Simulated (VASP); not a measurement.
ZnO: geometry relaxation (part 2 of 3)

Continued. System: ZnO (P6₃mc, 4 atoms in the cell). Method: Kohn-Sham DFT of a periodic cell, r2SCAN, VASP PAW PBE potentials, recommended, no spin polarisation (VASP 6.6.1); cutoff 600 eV, 9×9×5 k-mesh, Gaussian smearing of 0.03 eV. The structure derives from an entry of the Crystallography Open Database.

Geometry of the input (Å; fractional positions):
```
3.2493  0.0000  0.0000
-1.6247  2.8140  0.0000
0.0000  0.0000  5.2057
Zn 0.3333  0.6667  0.5000
Zn 0.6667  0.3333  0.0000
O  0.6667  0.3333  0.3790
O  0.3333  0.6667  0.8790
```

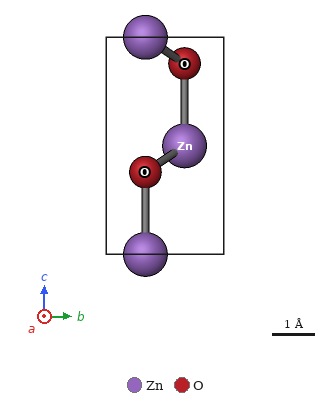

Fig. 1: The starting structure (ball-and-stick view of the cell of the calculation, along the a axis).

Parts of OUTCAR, continued
```
 Subroutine IBZKPT returns following result:
 ===========================================

 Found     36 irreducible k-points:

 Following reciprocal coordinates:
            Coordinates               Weight
  0.000000  0.000000  0.000000      1.000000
  0.111111  0.000000  0.000000      6.000000
  0.222222  0.000000  0.000000      6.000000
  0.333333  0.000000  0.000000      6.000000
  0.444444  0.000000  0.000000      6.000000
  0.111111  0.111111  0.000000      6.000000
  0.222222  0.111111  0.000000     12.000000
  0.333333  0.111111  0.000000     12.000000
  0.444444  0.111111  0.000000      6.000000
  0.222222  0.222222  0.000000      6.000000
  0.333333  0.222222  0.000000     12.000000
  0.333333  0.333333  0.000000      2.000000
  0.000000  0.000000  0.200000      2.000000
  0.111111  0.000000  0.200000     12.000000
  0.222222  0.000000  0.200000     12.000000
  0.333333  0.000000  0.200000     12.000000
  0.444444  0.000000  0.200000     12.000000
  0.111111  0.111111  0.200000     12.000000
  0.222222  0.111111  0.200000     24.000000
  0.333333  0.111111  0.200000     24.000000
  0.444444  0.111111  0.200000     12.000000
  0.222222  0.222222  0.200000     12.000000
  0.333333  0.222222  0.200000     24.000000
  0.333333  0.333333  0.200000      4.000000
 [... further k-points ...]
   k-points           NKPTS =     36   k-points in BZ     NKDIM =     36   number of bands    NBANDS=     22
   number of dos      NEDOS =    301   number of ions     NIONS =      4
   total plane-waves  NPLWV =  32928
   dimension x,y,z NGX =    28 NGY =   28 NGZ =   42
   dimension x,y,z NGXF=    56 NGYF=   56 NGZF=   84
   ions per type =               2   2
   NGX,Y,Z   is equivalent  to a cutoff of  14.33, 14.33, 13.41 a.u.
   NGXF,Y,Z  is equivalent  to a cutoff of  28.65, 28.65, 26.83 a.u.
 SYSTEM =  ZnO
   PREC   = accura    normal or accurate (medium, high low for compatibility)
   ISTART =      0    job   : 0-new  1-cont  2-samecut
   ICHARG =      2    charge: 1-file 2-atom 10-const
   ISPIN  =      1    spin polarized calculation?
   LNONCOLLINEAR =      F non collinear calculations
   LSORBIT =      F    spin-orbit coupling
   LASPH  =      T    aspherical Exc in radial PAW
   ENCUT  =  600.0 eV  44.10 Ry    6.64 a.u.   6.49  6.49 10.40*2*pi/ulx,y,z
   NELM   =     80;   NELMIN=  2; NELMDL= -5     # of ELM steps
   EDIFF  = 0.1E-05   stopping-criterion for ELM
   LREAL  =      F    real-space projection
   EDIFFG = -.1E-01   stopping-criterion for IOM
   NSW    =     90    number of steps for IOM
   IBRION =      2    ionic relax: 0-MD 1-quasi-New 2-CG
   NFREE  =      1    steps in history (QN), initial steepest desc. (CG)
   ISIF   =      3    stress and relaxation
   ISYM   =      2    0-nonsym 1-usesym 2-fastsym
   POTIM  = 0.5000    time-step for ionic-motion
   TEBEG  =    0.0;   TEEND  =   0.0 temperature during run
   PSTRESS=    0.0 pullay stress
   NELECT =      36.0000    total number of electrons
   NUPDOWN=      -1.0000    fix difference up-down
   EMIN   =  10.00;   EMAX   =-10.00  energy-range for DOS
   EFERMI =   0.00;   METHOD = LEGACY
   ISMEAR =     0;   SIGMA  =   0.03  broadening in eV -4-tet -1-fermi 0-gaus
   EFERMI_NEDOS =   21; number of points for ismear=-14 and -15
   IALGO  =     38    algorithm
   IMIX   =      4    mixing-type and parameters
     AMIX     =   0.40;   BMIX     =  1.00
     AMIX_MAG =   1.60;   BMIX_MAG =  1.00
  volume/ion in A,a.u.               =      11.90        80.30
  Fermi-wavevector in a.u.,A,eV,Ry     =   1.491574  2.818667 30.270160  2.224794
  Thomas-Fermi vector in A             =   2.604212
   LORBIT       =      0    0 simple, 1 ext, 2 COOP (PROOUT), +10 PAW based schemes
   METAGGA = R2SCAN    functional components
   LHFCALC =     F    Hartree Fock is set to
   AEXX    =    0.0000 exact exchange contribution
   IVDW    =     0    specifies the selected vdW correction
   LEPSILON=     F    determine dielectric tensor
   LRPA    =     F    only Hartree local field effects (RPA)
 conjugate gradient relaxation of ions
 non-spin polarized calculation
 Gauss-broadening in eV      SIGMA  =   0.03
  energy-cutoff  :      600.00
  volume of cell :       47.60
 maximum number of plane-waves:      1605
 NGX is ok and might be reduce to    28
   NGX = 13   NGY = 13   NGZ = 21

--------------------------------------- Ionic step        1  -------------------------------------------

 number of electron      36.0000008 magnetization

 Free energy of the ion-electron system (eV)
  ---------------------------------------------------
  ext. energy  EPLUGINS =         0.00000000
  ---------------------------------------------------
  free energy    TOTEN  =       -36.32291413 eV

  energy without entropy =      -36.32291413  energy(sigma->0) =      -36.32291413

------------------------ aborting loop because EDIFF is reached ----------------------------------------

  FORCE on cell =-STRESS in cart. coord.  units (eV):
  Direction    XX          YY          ZZ          XY          YZ          ZX
  --------------------------------------------------------------------------------------
  -------------------------------------------------------------------------------------
  Total       -0.2811066     -0.2811066      0.1708797      0.0000000      0.0000000     -0.0000000
  in kB       -9.4621405     -9.4621405      5.7518646      0.0000000      0.0000000     -0.0000000
  external PRESSURE =      -4.3908054 kB  Pullay stress =       0.0000000 kB

 VOLUME and BASIS-vectors are now :
 -----------------------------------------------------------------------------
  energy-cutoff  :      600.00
  volume of cell :       47.60
      direct lattice vectors                 reciprocal lattice vectors
     3.249308000  0.000000000  0.000000000     0.307757836  0.177684070  0.000000000
    -1.624654000  2.813983270  0.000000000     0.000000000  0.355368140  0.000000000
     0.000000000  0.000000000  5.205709000     0.000000000  0.000000000  0.192096792

 POSITION                                       TOTAL-FORCE (eV/Angst)
 -----------------------------------------------------------------------------------
     -0.00000      1.87599      2.60285         0.000000     -0.000000     -0.065678
      1.62465      0.93799      0.00000        -0.000000     -0.000000     -0.065678
      1.62465      0.93799      1.97302         0.000000     -0.000000      0.065678
     -0.00000      1.87599      4.57587        -0.000000      0.000000      0.065678
 -----------------------------------------------------------------------------------
    total drift:                                0.000004     -0.000002      0.056002

  FREE ENERGIE OF THE ION-ELECTRON SYSTEM (eV)
  ---------------------------------------------------
  free  energy   TOTEN  =       -36.3229141292 eV

  energy  without entropy=      -36.3229141292  energy(sigma->0) =      -36.32291413

--------------------------------------- Ionic step        2  -------------------------------------------

 number of electron      36.0000007 magnetization

------------------------ aborting loop because EDIFF is reached ----------------------------------------

  FORCE on cell =-STRESS in cart. coord.  units (eV):
  Direction    XX          YY          ZZ          XY          YZ          ZX
  --------------------------------------------------------------------------------------
  -------------------------------------------------------------------------------------
  Total        0.1187211      0.1187211      0.0034613      0.0000000      0.0000000      0.0000000
  in kB        4.0151524      4.0151524      0.1170623      0.0000000      0.0000000      0.0000000
  external PRESSURE =       2.7157890 kB  Pullay stress =       0.0000000 kB

 VOLUME and BASIS-vectors are now :
 -----------------------------------------------------------------------------
  energy-cutoff  :      600.00
  volume of cell :       47.37
      direct lattice vectors                 reciprocal lattice vectors
     3.238291766  0.000000000 -0.000000000     0.308804787  0.178288527  0.000000000
    -1.619145883  2.804442931  0.000000000     0.000000000  0.356577055  0.000000000
    -0.000000000  0.000000000  5.216437560     0.000000000  0.000000000  0.191701710

 POSITION                                       TOTAL-FORCE (eV/Angst)
 -----------------------------------------------------------------------------------
     -0.00000      1.86963      2.60504        -0.000000     -0.000000      0.028707
      1.61915      0.93481      5.21326        -0.000000     -0.000000      0.028707
      1.61915      0.93481      1.98026         0.000000     -0.000000     -0.028707
     -0.00000      1.86963      4.58848         0.000000      0.000000     -0.028707
 -----------------------------------------------------------------------------------
    total drift:                                0.000004     -0.000002      0.053267

  FREE ENERGIE OF THE ION-ELECTRON SYSTEM (eV)
  ---------------------------------------------------
  free  energy   TOTEN  =       -36.3240740749 eV

  energy  without entropy=      -36.3240740749  energy(sigma->0) =      -36.32407407

--------------------------------------- Ionic step        3  -------------------------------------------

 number of electron      36.0000007 magnetization

------------------------ aborting loop because EDIFF is reached ----------------------------------------

  FORCE on cell =-STRESS in cart. coord.  units (eV):
  Direction    XX          YY          ZZ          XY          YZ          ZX
  --------------------------------------------------------------------------------------
  -------------------------------------------------------------------------------------
  Total        0.0314053      0.0314053      0.0436190      0.0000000     -0.0000000     -0.0000000
  in kB        1.0609961      1.0609961      1.4736220      0.0000000     -0.0000000     -0.0000000
  external PRESSURE =       1.1985380 kB  Pullay stress =       0.0000000 kB

 VOLUME and BASIS-vectors are now :
 -----------------------------------------------------------------------------
  energy-cutoff  :      600.00
  volume of cell :       47.42
      direct lattice vectors                 reciprocal lattice vectors
     3.240771346  0.000000000 -0.000000000     0.308568514  0.178152115  0.000000000
    -1.620385673  2.806590311  0.000000000     0.000000000  0.356304230  0.000000000
    -0.000000000  0.000000000  5.214022730     0.000000000  0.000000000  0.191790495

 POSITION                                       TOTAL-FORCE (eV/Angst)
 -----------------------------------------------------------------------------------
     -0.00000      1.87106      2.60455        -0.000000     -0.000000      0.007751
      1.62039      0.93553      5.21156        -0.000000      0.000000      0.007751
      1.62039      0.93553      1.97863         0.000000      0.000000     -0.007751
     -0.00000      1.87106      4.58564         0.000000     -0.000000     -0.007751
 -----------------------------------------------------------------------------------
    total drift:                                0.000004     -0.000002      0.054636

  FREE ENERGIE OF THE ION-ELECTRON SYSTEM (eV)
  ---------------------------------------------------
  free  energy   TOTEN  =       -36.3241815312 eV

  energy  without entropy=      -36.3241815312  energy(sigma->0) =      -36.32418153

--------------------------------------- Ionic step        4  -------------------------------------------

 number of electron      36.0000007 magnetization

------------------------ aborting loop because EDIFF is reached ----------------------------------------

  FORCE on cell =-STRESS in cart. coord.  units (eV):
  Direction    XX          YY          ZZ          XY          YZ          ZX
  --------------------------------------------------------------------------------------
  -------------------------------------------------------------------------------------
  Total        0.0081995      0.0081995      0.0497059      0.0000000     -0.0000000      0.0000000
  in kB        0.2769426      0.2769426      1.6788498      0.0000000     -0.0000000      0.0000000
  external PRESSURE =       0.7442450 kB  Pullay stress =       0.0000000 kB

 VOLUME and BASIS-vectors are now :
 -----------------------------------------------------------------------------
  energy-cutoff  :      600.00
  volume of cell :       47.44
      direct lattice vectors                 reciprocal lattice vectors
     3.241341713  0.000000000 -0.000000000     0.308514217  0.178120766  0.000000000
    -1.620670856  2.807084263  0.000000000     0.000000000  0.356241533  0.000000000
    -0.000000000  0.000000000  5.213467258     0.000000000  0.000000000  0.191810929

 POSITION                                       TOTAL-FORCE (eV/Angst)
 -----------------------------------------------------------------------------------
     -0.00000      1.87139      2.60444        -0.000000      0.000000      0.002929
      1.62067      0.93569      5.21117         0.000000      0.000000      0.002929
      1.62067      0.93569      1.97825        -0.000000      0.000000     -0.002929
     -0.00000      1.87139      4.58499         0.000000     -0.000000     -0.002929
 -----------------------------------------------------------------------------------
    total drift:                                0.000004     -0.000002      0.054847

  FREE ENERGIE OF THE ION-ELECTRON SYSTEM (eV)
  ---------------------------------------------------
  free  energy   TOTEN  =       -36.3241756693 eV

  energy  without entropy=      -36.3241756693  energy(sigma->0) =      -36.32417567

--------------------------------------- Ionic step        5  -------------------------------------------

 number of electron      36.0000007 magnetization

------------------------ aborting loop because EDIFF is reached ----------------------------------------
```
